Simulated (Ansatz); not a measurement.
System: SiC26 (cell with a defect).

```
CELL_PARAMETERS angstrom
6.16629 -2.13607 0.00000
1.23326 -6.40820 0.00000
2.46652 -2.84809 -8.57567
ATOMIC_POSITIONS crystal
Si 0.37348 0.66782 0.24021
C 0.20247 0.51663 0.21914
C 0.06729 0.19898 0.25627
C 0.90370 0.93186 0.25960
C 0.78174 0.63861 0.24671
C 0.63092 0.35328 0.27343
C 0.49605 0.07251 0.23008
C 0.66893 0.12587 0.25634
C 0.55847 0.83298 0.21922
C 0.25766 0.26983 0.23007
C 0.09391 0.96022 0.27332
C 0.96087 0.69267 0.24669
C 0.83029 0.39080 0.25964
C 0.17484 0.60566 0.75282
C 0.03196 0.31984 0.75296
C 0.88904 0.03413 0.75305
C 0.74618 0.74836 0.75320
C 0.60341 0.46274 0.75285
C 0.46049 0.17699 0.75310
C 0.31765 0.89129 0.75297
C 0.50804 0.93886 0.75323
C 0.36537 0.65325 0.75277
C 0.22247 0.36748 0.75292
C 0.07953 0.08175 0.75298
C 0.93667 0.79605 0.75308
C 0.79384 0.51032 0.75300
C 0.65098 0.22461 0.75301
```

Level of theory: DFT PBE, scalar-relativistic, plane waves, PAW in Ansatz.

### What will maps of the valence pseudo-density and electron localisation function show?

Si–C (1.91 Å): ρ is about 0.86 e/Å³ halfway; the ELF peaks at about 0.95 between the atoms, as expected for a covalent bond.

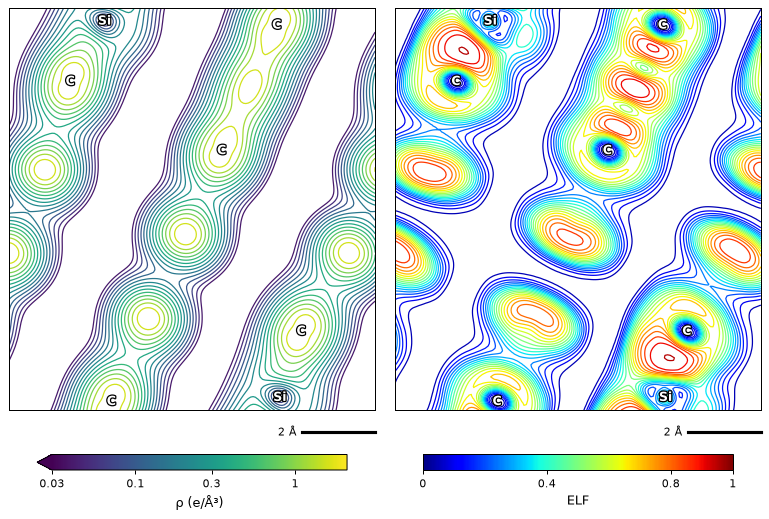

Computed valence pseudo-density and electron localisation function on the (11̄0) plane of the calculation cell, in this order. Atoms just off the plane (C, 0.4 Å away) can leave unmarked features too.

In a PAW calculation such maps are meaningful between the atoms, not at the nuclei.
